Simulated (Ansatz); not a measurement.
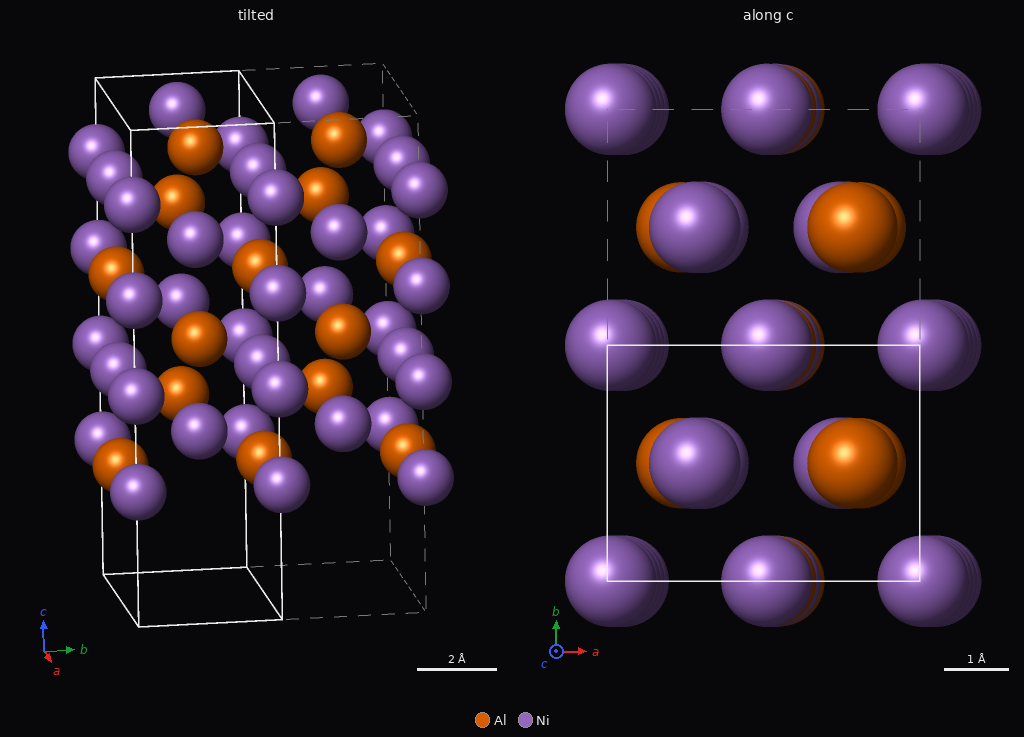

View slightly off an axis and along the c axis, drawn as a spheres-only model. The solid box is one conventional unit cell, and 1×2×1 cells are shown. Cell: a = 4.947 Å, b = 3.720 Å, c = 12.880 Å, α = 90.00°, β = 95.01°, γ = 90.00°.

- The solid is Al3Ni5.
- The symmetry is that of Pm (No. 6), on a primitive monoclinic lattice.
- One cell contains 6 Al, 10 Ni, 16 atoms in all.

The structure was taken from a structure listed in the Materials Project. The cell was then strained or its atoms displaced on purpose. It went into a calculation with Ansatz.

At this level of theory the run's own cell isn't at rest (stretched, at -4 GPa and forces up to 0.9 eV/Å), so its distances can differ from those at equilibrium, the more so the softer the solid.
